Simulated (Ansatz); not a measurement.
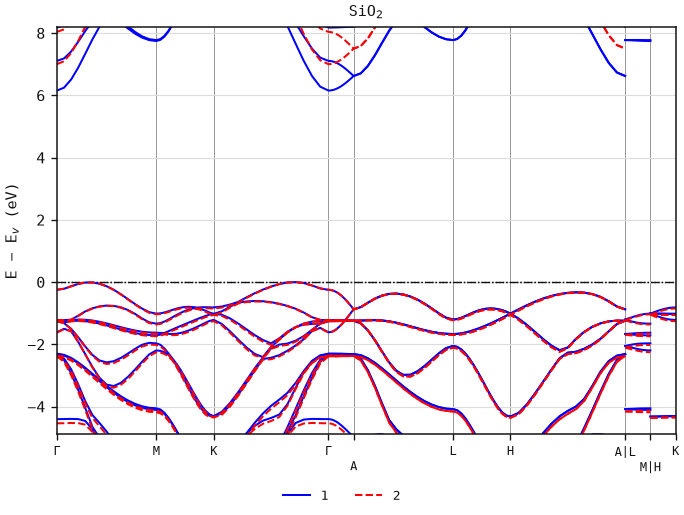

Band structures of SiO2, space group P6_3mc, 6 atoms in the cell, by two methods on the same cell. Each is counted from its own valence-band top.

### Which curve is which? The methods: PBE+D3(BJ), r2SCAN.

1 is PBE+D3(BJ); 2 is r2SCAN. PBE+D3(BJ) gives a gap of 6.15 eV along the path and r2SCAN gives a gap of 7.00 eV along the path.

Settings. PBE+D3(BJ): DFT PBE+D3(BJ), scalar-relativistic, plane waves, PAW, no spin polarisation, 12×12×4 k mesh, 420 eV cutoff (Ansatz). r2SCAN: DFT r2SCAN, scalar-relativistic, plane waves, PAW, no spin polarisation, 12×12×4 k mesh, 500 eV cutoff, Gaussian smearing of 0.02 eV (Ansatz 0.2.0).

The structure is an invented one, so it need not be a known or stable phase.
